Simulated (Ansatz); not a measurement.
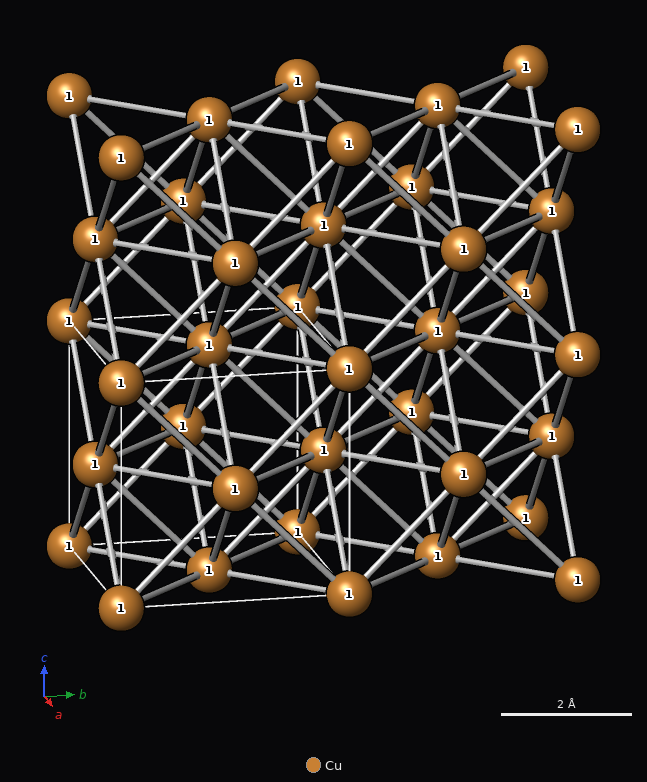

**Figure 1.** The structure as given in the input (ball-and-stick view of the cell 4 times as large as that of the calculation, set on its symmetry axes, repeated 1 × 2 × 2, seen slightly off an axis; atoms are numbered from 1 in the order of the input). Near neighbours in the crystal (not all of them lie inside the picture): Cu has 12 Cu at 2.56 Å.

# Geometry relaxation, with input and output: Cu

- system: Cu (Fm-3m, 1 atom in the cell)
- method: DFT, LDA, PAW with Ansatz's default frozen-core files, scalar-relativistic, no spin polarisation (Ansatz 0.2.0)

The structure was built on a prototype by a generator; it need not be a known phase. It belongs to a series of runs on one base structure; here: bulk cell relaxed. Figures and captions count atoms from 1; the log counts them from 0 in places.

## Input file
```yaml
crystal:
  lattice:
    - [0.0, 1.8074791684, 1.8074791684]
    - [1.8074791684, 0.0, 1.8074791684]
    - [1.8074791684, 1.8074791684, 0.0]
  atoms:
    - { symbol: Cu, position: [0.0, 0.0, 0.0] }
kpoints:
  mp_grid: { grid: [21, 21, 21] }
scf:
  occupations: { method: fermi_dirac, width: 0.05 }
hamiltonian:
  xc: lda
  pseudopotentials: { kind: paw }
output:
  forces: true
  stress: true
relax:
  f_tol: 0.005
  max_steps: 40
  cell: {}
```

Hardware: 2 threads of Arm Neoverse V2, 24 GiB of memory available, shared host.

Launch command:
```bash
ansatz run input.yaml --threads 2 --pin off --max-ram 4096MiB --backend cpu --events-out ev --progress --plain --runs-dir out
```

## Output
```
Engine: ansatz 0.2.0, aarch64-unknown-linux-gnu
Pseudopotentials: kind: paw
Pseudopotential: Cu, paw, valence charge 19, recommended cutoff 420 eV (normal), Cu.paw.azcp
Functional definition: SPW92
  exchange = slater_x
  correlation = pw_c
Crystal: 1 atoms, lattice volume = 11.810 Å³
Basis set: ecut = 420 eV, 259 PW (Γ)
Bands: 14, of which v1, the nominal top of the filled ones, is band 10 counted from 1 (9 counted from 0)
Symmetry: 48 space group operations
Space group: Fm-3m (ITA 225), of the structure as read, at distance tolerance 2.3e-5 Å
k-points: 286 of 9261
Non-local potential: Cu, projectors of the file, l = 0: 3, l = 1: 2, l = 2: 3, l = 3: 1
PAW form: soft (Blöchl's): semilocal exchange-correlation on the pseudo side does not see the compensation charge
PAW frozen core: Cu, regenerated for the run's functional, and the local potential with it (the file was generated under x = pbe(κ = 0.804, μ = 0.2195149727645171), c = pbe(β = 0.06672455060314922))
PAW one-centre angular grid: Cu, 590 points (default); XC on 64 Gauss nodes
Initial density: superposition of atomic densities (neutral atoms: chi_scale 0, normalization atom), corrected by the library's trained network
Initial wavefunctions: pseudopotential atomic-orbital guess
Functional: x = slater, c = lda
SCF iter   1: F=—  HF=-6555.689587 eV  |F-HF|=—  |Δ(HF+E_count)|=         —  Δρ=2.39e-2  dr2=3.05e-2  ethr=1.77e-3  ⟨swp⟩=5.7  Hψ=20253  notcnv=0
preconditioner: auto → none  [metal: Δε(μ)=0.064 eV  Ē_g=16.917 eV  σ=0.050 eV  W_gap=0.29  n_scr=0 (ndim 8)  ℏωp=35.8 eV  f_vac=0.000  D(μ)=0.40/eV (n_scr^D=0)]
SCF iter   2: F=—  HF=-6555.681922 eV  |F-HF|=—  |Δ(HF+E_count)|=   7.66e-3  Δρ=1.73e-3  dr2=2.81e-4  ethr=1.61e-4  ⟨swp⟩=2.7  Hψ=8772  notcnv=0  defer=75
SCF iter   3: F=—  HF=-6555.681877 eV  |F-HF|=—  |Δ(HF+E_count)|=   4.55e-5  Δρ=1.40e-3  dr2=6.14e-5  ethr=1.48e-6  ⟨swp⟩=2.1  Hψ=6328  notcnv=0  defer=75
SCF iter   4: F=—  HF=-6555.681913 eV  |F-HF|=—  |Δ(HF+E_count)|=   3.62e-5  Δρ=2.43e-5  dr2=4.34e-8  ethr=3.23e-7  ⟨swp⟩=1.0  Hψ=3954  notcnv=0  defer=75
iter 5 did not close the SCF: its close was put off for the readings that it lacked (scf_convergence_deferred on its scf_iter line)
SCF iter   5: F=-6555.681913 eV  HF=-6555.681913 eV  |F-HF|=2.75e-10  |Δ(HF+E_count)|=   1.15e-7  Δρ=5.02e-6  dr2=1.11e-9  ethr=2.28e-10  ⟨swp⟩=2.1  Hψ=6614  notcnv=0  defer=75
SCF iter   6: F=-6555.681913 eV  HF=-6555.681913 eV  |F-HF|=1.27e-11  |Δ(HF+E_count)|=  5.64e-11  Δρ=6.71e-7  dr2=2.85e-11  ethr=5.85e-12  ⟨swp⟩=1.6  Hψ=11339  notcnv=0
SCF 1 converged in 6 iterations: F = -6555.681913 eV  dr2 = 2.85e-11
  greatest PAW one-centre occupation: 1.000 electrons in one spin orbital (limit 2), on the Cu atom at site 0 (counted from 0), in its partial waves of l = 0
relax step   1: F+E_penalty+E_count = -6555.68191317 eV  Δ(F+E_penalty+E_count) = +0.000e0 eV  max|allowed force component| = 0.000e0 eV/Å  Δτ_max = 0.0000 Å  P = -12.598 GPa  Ω = 11.810 Å³  (6 SCF iters, dr2 threshold 1.00e-7 eV, accepted)
Crystal: 1 atoms, lattice volume = 11.307 Å³
Basis set: ecut = 420 eV, 229 PW (Γ)
Initial density: handed on by an earlier stage of this run
Initial wavefunctions: those handed on with the density
iter 1 solved again at ethr=1.15e-4 eV; its pass at ethr=3.10e-3 eV (dr2=2.18e-2 eV) is discarded
SCF iter   1: F=—  HF=-6555.717732 eV  |F-HF|=—  |Δ(HF+E_count)|=         —  Δρ=1.75e-2  dr2=2.20e-2  ethr=1.15e-4  ⟨swp⟩=1.0  Hψ=26963  notcnv=0
preconditioner: auto → none  [metal: Δε(μ)=0.096 eV  Ē_g=17.445 eV  σ=0.050 eV  W_gap=0.40  n_scr=0 (ndim 8)  ℏωp=36.6 eV  f_vac=0.000  D(μ)=0.37/eV (n_scr^D=0)]
SCF iter   2: F=—  HF=-6555.713028 eV  |F-HF|=—  |Δ(HF+E_count)|=   4.70e-3  Δρ=1.32e-3  dr2=1.02e-4  ethr=1.15e-4  ⟨swp⟩=2.7  Hψ=6585  notcnv=0
SCF iter   3: F=—  HF=-6555.712823 eV  |F-HF|=—  |Δ(HF+E_count)|=   2.05e-4  Δρ=8.93e-4  dr2=7.36e-5  ethr=5.35e-7  ⟨swp⟩=2.0  Hψ=7131  notcnv=0
SCF iter   4: F=—  HF=-6555.712786 eV  |F-HF|=—  |Δ(HF+E_count)|=   3.70e-5  Δρ=1.23e-4  dr2=3.53e-7  ethr=3.87e-7  ⟨swp⟩=2.1  Hψ=5256  notcnv=0
iter 5 did not close the SCF: its close was put off for the readings that it lacked (scf_convergence_deferred on its scf_iter line)
SCF iter   5: F=-6555.712787 eV  HF=-6555.712787 eV  |F-HF|=6.36e-10  |Δ(HF+E_count)|=   1.53e-6  Δρ=4.75e-6  dr2=8.16e-10  ethr=1.86e-9  ⟨swp⟩=2.0  Hψ=6765  notcnv=0
SCF iter   6: F=-6555.712787 eV  HF=-6555.712787 eV  |F-HF|=2.73e-12  |Δ(HF+E_count)|=  8.56e-10  Δρ=4.31e-7  dr2=1.07e-11  ethr=4.30e-12  ⟨swp⟩=1.2  Hψ=12063  notcnv=0
SCF 2 converged in 6 iterations: F = -6555.712787 eV  dr2 = 1.07e-11
relax step   2: F+E_penalty+E_count = -6555.71278724 eV  Δ(F+E_penalty+E_count) = -3.087e-2 eV  max|allowed force component| = 0.000e0 eV/Å  Δτ_max = 0.0000 Å  P = -6.575 GPa  Ω = 11.307 Å³  energy of the carried Pulay correction = +3.120e-4 eV  (6 SCF iters, dr2 threshold 1.00e-7 eV, accepted)
Crystal: 1 atoms, lattice volume = 10.804 Å³
Basis set: ecut = 420 eV, 181 PW (Γ)
iter 1 solved again at ethr=1.16e-4 eV; its pass at ethr=3.10e-3 eV (dr2=2.21e-2 eV) is discarded
SCF iter   1: F=—  HF=-6555.726974 eV  |F-HF|=—  |Δ(HF+E_count)|=         —  Δρ=1.81e-2  dr2=2.22e-2  ethr=1.16e-4  ⟨swp⟩=1.0  Hψ=27036  notcnv=0
preconditioner: auto → none  [metal: Δε(μ)=0.059 eV  Ē_g=18.010 eV  σ=0.050 eV  W_gap=0.28  n_scr=0 (ndim 8)  ℏωp=37.5 eV  f_vac=0.000  D(μ)=0.34/eV (n_scr^D=0)]
SCF iter   2: F=—  HF=-6555.722085 eV  |F-HF|=—  |Δ(HF+E_count)|=   4.89e-3  Δρ=1.44e-3  dr2=9.30e-5  ethr=1.16e-4  ⟨swp⟩=2.6  Hψ=6573  notcnv=0
SCF iter   3: F=—  HF=-6555.721855 eV  |F-HF|=—  |Δ(HF+E_count)|=   2.30e-4  Δρ=9.20e-4  dr2=7.40e-5  ethr=4.89e-7  ⟨swp⟩=2.0  Hψ=7258  notcnv=0
SCF iter   4: F=—  HF=-6555.721834 eV  |F-HF|=—  |Δ(HF+E_count)|=   2.08e-5  Δρ=1.49e-4  dr2=4.97e-7  ethr=3.90e-7  ⟨swp⟩=2.0  Hψ=5434  notcnv=0
iter 5 did not close the SCF: its close was put off for the readings that it lacked (scf_convergence_deferred on its scf_iter line)
SCF iter   5: F=-6555.721836 eV  HF=-6555.721836 eV  |F-HF|=2.06e-9  |Δ(HF+E_count)|=   2.41e-6  Δρ=7.47e-6  dr2=1.69e-9  ethr=2.62e-9  ⟨swp⟩=2.0  Hψ=6767  notcnv=0
SCF iter   6: F=-6555.721836 eV  HF=-6555.721836 eV  |F-HF|=1.82e-12  |Δ(HF+E_count)|=   2.59e-9  Δρ=4.61e-7  dr2=1.38e-11  ethr=8.91e-12  ⟨swp⟩=1.3  Hψ=12058  notcnv=0
SCF 3 converged in 6 iterations: F = -6555.721836 eV  dr2 = 1.38e-11
relax step   3: F+E_penalty+E_count = -6555.72183642 eV  Δ(F+E_penalty+E_count) = -9.049e-3 eV  max|allowed force component| = 0.000e0 eV/Å  Δτ_max = 0.0000 Å  P = +1.380 GPa  Ω = 10.804 Å³  energy of the carried Pulay correction = +6.372e-4 eV  (6 SCF iters, dr2 threshold 1.00e-7 eV, accepted)
Crystal: 1 atoms, lattice volume = 10.888 Å³
iter 1 solved again at ethr=3.56e-6 eV; its pass at ethr=3.10e-3 eV (dr2=6.77e-4 eV) is discarded
SCF iter   1: F=—  HF=-6555.722266 eV  |F-HF|=—  |Δ(HF+E_count)|=         —  Δρ=3.09e-3  dr2=6.59e-4  ethr=3.56e-6  ⟨swp⟩=1.5  Hψ=23981  notcnv=0
preconditioner: auto → none  [metal: Δε(μ)=0.096 eV  Ē_g=18.032 eV  σ=0.050 eV  W_gap=0.40  n_scr=0 (ndim 8)  ℏωp=37.3 eV  f_vac=0.000  D(μ)=0.35/eV (n_scr^D=0)]
SCF iter   2: F=—  HF=-6555.722121 eV  |F-HF|=—  |Δ(HF+E_count)|=   1.44e-4  Δρ=2.63e-4  dr2=2.72e-6  ethr=3.47e-6  ⟨swp⟩=2.3  Hψ=5538  notcnv=0
SCF iter   3: F=—  HF=-6555.722112 eV  |F-HF|=—  |Δ(HF+E_count)|=   9.60e-6  Δρ=1.57e-4  dr2=2.20e-6  ethr=1.43e-8  ⟨swp⟩=2.0  Hψ=6755  notcnv=0
SCF iter   4: F=—  HF=-6555.722111 eV  |F-HF|=—  |Δ(HF+E_count)|=   5.55e-7  Δρ=2.93e-5  dr2=1.92e-8  ethr=1.16e-8  ⟨swp⟩=2.0  Hψ=5472  notcnv=0
iter 5 did not close the SCF: its close was put off for the readings that it lacked (scf_convergence_deferred on its scf_iter line)
SCF iter   5: F=-6555.722111 eV  HF=-6555.722111 eV  |F-HF|=1.86e-10  |Δ(HF+E_count)|=   9.07e-8  Δρ=1.26e-6  dr2=1.41e-10  ethr=1.01e-10  ⟨swp⟩=2.0  Hψ=6749  notcnv=0
SCF iter   6: F=-6555.722111 eV  HF=-6555.722111 eV  |F-HF|=9.09e-13  |Δ(HF+E_count)|=  9.73e-11  Δρ=1.09e-7  dr2=8.44e-13  ethr=1.00e-12  ⟨swp⟩=1.1  Hψ=11178  notcnv=0
SCF 4 converged in 6 iterations: F = -6555.722111 eV  dr2 = 8.44e-13
relax step   4: F+E_penalty+E_count = -6555.72211130 eV  Δ(F+E_penalty+E_count) = -2.749e-4 eV  max|allowed force component| = 0.000e0 eV/Å  Δτ_max = 0.0000 Å  P = -0.107 GPa  Ω = 10.888 Å³  energy of the carried Pulay correction = +5.819e-4 eV  (6 SCF iters, dr2 threshold 1.00e-7 eV, accepted)
Crystal: 1 atoms, lattice volume = 10.882 Å³
iter 1 solved again at ethr=1.86e-8 eV; its pass at ethr=3.10e-3 eV (dr2=3.53e-6 eV) is discarded
SCF iter   1: F=—  HF=-6555.722118 eV  |F-HF|=—  |Δ(HF+E_count)|=         —  Δρ=2.24e-4  dr2=3.44e-6  ethr=1.86e-8  ⟨swp⟩=1.5  Hψ=23781  notcnv=0
preconditioner: auto → none  [metal: Δε(μ)=0.098 eV  Ē_g=18.019 eV  σ=0.050 eV  W_gap=0.41  n_scr=0 (ndim 8)  ℏωp=37.3 eV  f_vac=0.000  D(μ)=0.35/eV (n_scr^D=0)]
SCF iter   2: F=—  HF=-6555.722117 eV  |F-HF|=—  |Δ(HF+E_count)|=   7.60e-7  Δρ=1.88e-5  dr2=1.43e-8  ethr=1.81e-8  ⟨swp⟩=2.3  Hψ=5527  notcnv=0
iter 3 did not close the SCF: its close was put off for the readings that it lacked (scf_convergence_deferred on its scf_iter line)
SCF iter   3: F=-6555.722117 eV  HF=-6555.722117 eV  |F-HF|=8.43e-9  |Δ(HF+E_count)|=   3.50e-8  Δρ=1.13e-5  dr2=1.13e-8  ethr=7.53e-11  ⟨swp⟩=2.0  Hψ=6746  notcnv=0
iter 4 did not close the SCF: its close was put off for the readings that it lacked (scf_convergence_deferred on its scf_iter line)
SCF iter   4: F=-6555.722117 eV  HF=-6555.722117 eV  |F-HF|=3.31e-10  |Δ(HF+E_count)|=   2.89e-9  Δρ=2.08e-6  dr2=9.63e-11  ethr=5.97e-11  ⟨swp⟩=2.0  Hψ=5462  notcnv=0
iter 5 did not close the SCF: its close was put off for the readings that it lacked (scf_convergence_deferred on its scf_iter line)
SCF iter   5: F=-6555.722117 eV  HF=-6555.722117 eV  |F-HF|=0.00e0  |Δ(HF+E_count)|=  4.58e-10  Δρ=8.21e-8  dr2=5.80e-13  ethr=1.00e-12  ⟨swp⟩=2.0  Hψ=6736  notcnv=0
SCF iter   6: F=-6555.722117 eV  HF=-6555.722117 eV  |F-HF|=1.82e-12  |Δ(HF+E_count)|=  1.82e-12  Δρ=7.03e-9  dr2=3.47e-15  ethr=1.00e-12  ⟨swp⟩=1.0  Hψ=9186  notcnv=0
SCF 5 converged in 6 iterations: F = -6555.722117 eV  dr2 = 3.47e-15
relax step   5: F+E_penalty+E_count = -6555.72211738 eV  Δ(F+E_penalty+E_count) = -6.081e-6 eV  max|allowed force component| = 0.000e0 eV/Å  Δτ_max = 0.0000 Å  P = -0.002 GPa  Ω = 10.882 Å³  energy of the carried Pulay correction = +5.859e-4 eV  (6 SCF iters, dr2 threshold 2.88e-8 eV, accepted)
Initial wavefunctions: pseudopotential atomic-orbital guess (no wavefunctions were taken with the density)
iter 1 solved again at ethr=6.05e-9 eV; its pass at ethr=3.10e-3 eV (dr2=1.15e-6 eV) is discarded
SCF iter   1: F=—  HF=-6555.721485 eV  |F-HF|=—  |Δ(HF+E_count)|=         —  Δρ=2.13e-4  dr2=5.67e-7  ethr=6.05e-9  ⟨swp⟩=3.0  Hψ=32290  notcnv=0
preconditioner: auto → none  [metal: Δε(μ)=0.098 eV  Ē_g=18.022 eV  σ=0.050 eV  W_gap=0.41  n_scr=0 (ndim 8)  ℏωp=37.3 eV  f_vac=0.000  D(μ)=0.35/eV (n_scr^D=0)]
SCF iter   2: F=—  HF=-6555.721485 eV  |F-HF|=—  |Δ(HF+E_count)|=   3.17e-8  Δρ=9.68e-5  dr2=2.07e-7  ethr=2.98e-9  ⟨swp⟩=2.5  Hψ=6033  notcnv=0
SCF iter   3: F=—  HF=-6555.721485 eV  |F-HF|=—  |Δ(HF+E_count)|=   2.55e-8  Δρ=3.30e-5  dr2=1.64e-8  ethr=1.09e-9  ⟨swp⟩=1.0  Hψ=4016  notcnv=0
SCF iter   4: F=—  HF=-6555.721485 eV  |F-HF|=—  |Δ(HF+E_count)|=  5.18e-11  Δρ=2.36e-6  dr2=8.28e-11  ethr=8.64e-11  ⟨swp⟩=2.8  Hψ=6392  notcnv=0
iter 5 did not close the SCF: its close was put off for the readings that it lacked (scf_convergence_deferred on its scf_iter line)
SCF iter   5: F=-6555.721485 eV  HF=-6555.721485 eV  |F-HF|=0.00e0  |Δ(HF+E_count)|=  4.82e-11  Δρ=7.53e-8  dr2=4.14e-13  ethr=1.00e-12  ⟨swp⟩=1.1  Hψ=4034  notcnv=0
SCF iter   6: F=-6555.721485 eV  HF=-6555.721485 eV  |F-HF|=0.00e0  |Δ(HF+E_count)|=  2.73e-12  Δρ=4.78e-9  dr2=5.28e-16  ethr=1.00e-12  ⟨swp⟩=3.1  Hψ=14451  notcnv=0
SCF 6 converged in 6 iterations: F = -6555.721485 eV  dr2 = 5.28e-16
relax step   6: F+E_penalty+E_count = -6555.72148491 eV  Δ(F+E_penalty+E_count) = +6.325e-4 eV  max|allowed force component| = 0.000e0 eV/Å  Δτ_max = 0.0000 Å  P = +0.017 GPa  Ω = 10.882 Å³  stress off target by 1.67e-2 GPa  SCF on the basis re-selected at this cell (its energy is not comparable with the rows above)  (6 SCF iters)
```

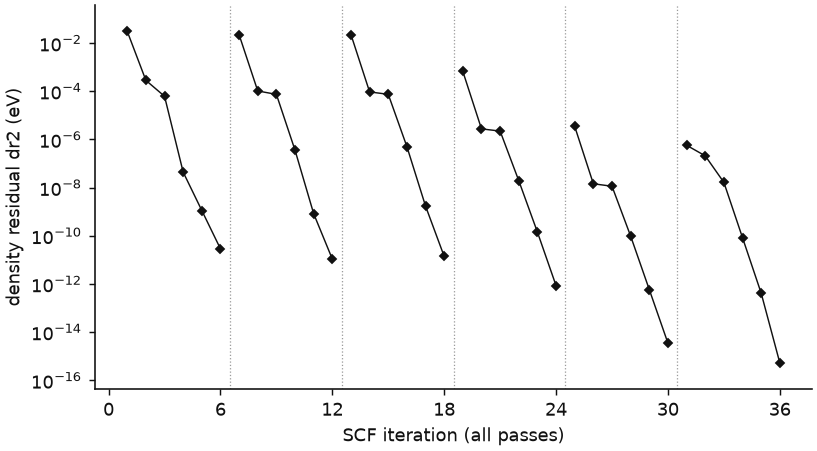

**Figure 2.** Convergence of the self-consistent field: density residual dr2 against the SCF iteration. The dotted lines part the SCF passes of the relaxation: geometry steps, rejected trials and re-solves on a re-selected basis. The 6 passes take 6 iterations each, 36 in all.

```
basis re-selected at this cell: Δ(F+E_penalty+E_count) = +6.325e-4 eV, ΔP = +0.018 GPa vs the last step (what re-selecting the basis moved, of the pressure what is left beyond the Pulay correction that the steps carried, after the strain that the cell walked since its last selection, with what the two solves' SCF thresholds leave and, on support functions, any second-order correction that the steps lacked; it is no measure of the basis error at this ecutwfc). This SCF's stress stands 1.67e-2 GPa from its target on what of the cell is left free (relax.cell.stress_tol is 5.00e-2 GPa) and its largest allowed force component is 0.00e0 eV/Å (relax.f_tol is 5.00e-3 eV/Å): within both
SCF converged after 6 iterations
Free energy (F): -6555.721485 eV
Harris-Foulkes:  -6555.721485 eV  (|F-HF|=0.00e0)
Internal energy: -6555.718615 eV  (E = F + TS)
E sigma→0 (E₀):  -6555.720050 eV
Entropy (-TS):   -0.002870 eV (-2.870 meV/atom)
Fermi energy:    18.228378 eV
--- Per-component energies (eV) ---
  E_band       = -333.663485
  E_kinetic    = 301.584387
  E_local      = -3900.690830  (includes V_loc(G=0)·N_el)
  E_nonlocal   = 393.298516
  E_hartree    = 1719.475128
  E_xc         = -89.927673
  E_vxc        = -116.643413  (∫ρ·V_xc dr)
  E_paw        = -1592.252311  (= ΣΔE_a)
  E_vpaw       = -450.162671  (= ΣTr[D̂ρ^β])
  E_aug_tail   = 0.000269  (compensation charges beyond the density's cutoff)
  E_ewald      = -3387.655760
  E_core_change = 0.449660  (= ΣΔE_core)
  E_smearing   = -0.002870  (= −TS)
  E_closure    = 0.000000  (closes the sum)
  Σ components = -6555.721485   (vs F -6555.721485, Δ=0.00e0)
--- Forces (eV/Å), atoms counted from 1 ---
  atom   1  Cu    -0.00000000     0.00000000     0.00000000
  max |Σ_I F_I| component: 3.29e-32 eV/Å
--- Stress (GPa, compression-positive) ---
        0.016733       0.000000       0.000000
        0.000000       0.016733      -0.000000
        0.000000      -0.000000       0.016733
  P = ⅓ Tr σ = 0.0167 GPa (0.167 kbar)
--- Relaxed structure (5 steps of the walk, 5 accepted, 1 SCFs on fresh bases) ---
  F+E_penalty+E_count = -6555.72148491 eV   max|allowed force component| = 0.000e0 eV/Å   (the final SCF, on the basis selected at the relaxed cell)
  cell:  # Å, volume = 10.8820 Å³
    - [-2.9815888631140666e-34, 1.7588387010474371, 1.7588387010474371]
    - [1.7588387010474371, 6.918559910406049e-34, 1.7588387010474371]
    - [1.7588387010474371, 1.7588387010474371, 1.6281305948861682e-34]
  atoms:
    - { symbol: Cu, position: [0.0, 0.0, 0.0] }
```

## Trajectory as extended XYZ (Å, eV, eV/Å), 6 frames, from step=1 to step=6
```
1
Lattice="0.0000 1.8075 1.8075 1.8075 0.0000 1.8075 1.8075 1.8075 0.0000" Properties=species:S:1:pos:R:3:forces:R:3 step=1 energy=-6555.68191 pressure_GPa=-12.60
Cu    0.0000    0.0000    0.0000    0.0000   0.0000   0.0000
1
Lattice="0.0000 1.7814 1.7814 1.7814 0.0000 1.7814 1.7814 1.7814 0.0000" Properties=species:S:1:pos:R:3:forces:R:3 step=2 energy=-6555.71279 pressure_GPa=-6.57
Cu    0.0000    0.0000    0.0000    0.0000   0.0000   0.0000
1
Lattice="0.0000 1.7546 1.7546 1.7546 0.0000 1.7546 1.7546 1.7546 0.0000" Properties=species:S:1:pos:R:3:forces:R:3 step=3 energy=-6555.72184 pressure_GPa=1.38
Cu    0.0000    0.0000    0.0000    0.0000   0.0000   0.0000
1
Lattice="0.0000 1.7592 1.7592 1.7592 0.0000 1.7592 1.7592 1.7592 0.0000" Properties=species:S:1:pos:R:3:forces:R:3 step=4 energy=-6555.72211 pressure_GPa=-0.11
Cu    0.0000    0.0000    0.0000    0.0000   0.0000   0.0000
1
Lattice="0.0000 1.7588 1.7588 1.7588 0.0000 1.7588 1.7588 1.7588 0.0000" Properties=species:S:1:pos:R:3:forces:R:3 step=5 energy=-6555.72212 pressure_GPa=-0.00
Cu    0.0000    0.0000    0.0000    0.0000   0.0000   0.0000
1
Lattice="0.0000 1.7588 1.7588 1.7588 0.0000 1.7588 1.7588 1.7588 0.0000" Properties=species:S:1:pos:R:3:forces:R:3 step=6 energy=-6555.72149 pressure_GPa=0.02
Cu    0.0000    0.0000    0.0000    0.0000   0.0000   0.0000
```

## Key numbers

- outcome: converged
- space group (tolerance 0.01 Å): Fm-3m (225)
- electrons treated: 19
- free energy: −6555.7215 eV
- Fermi energy: 18.228 eV
- pressure: 0.02 GPa
- final volume: 10.88 Å³
- largest force (length of the vector) at the end: under 0.001 eV/Å
- final cell: a = 2.487 Å, b = 2.487 Å, c = 2.487 Å, α = 60.00°, β = 60.00°, γ = 60.00°
- wall time: 7.2 s (CPU time 14 s)
- peak memory: 0.33 GiB
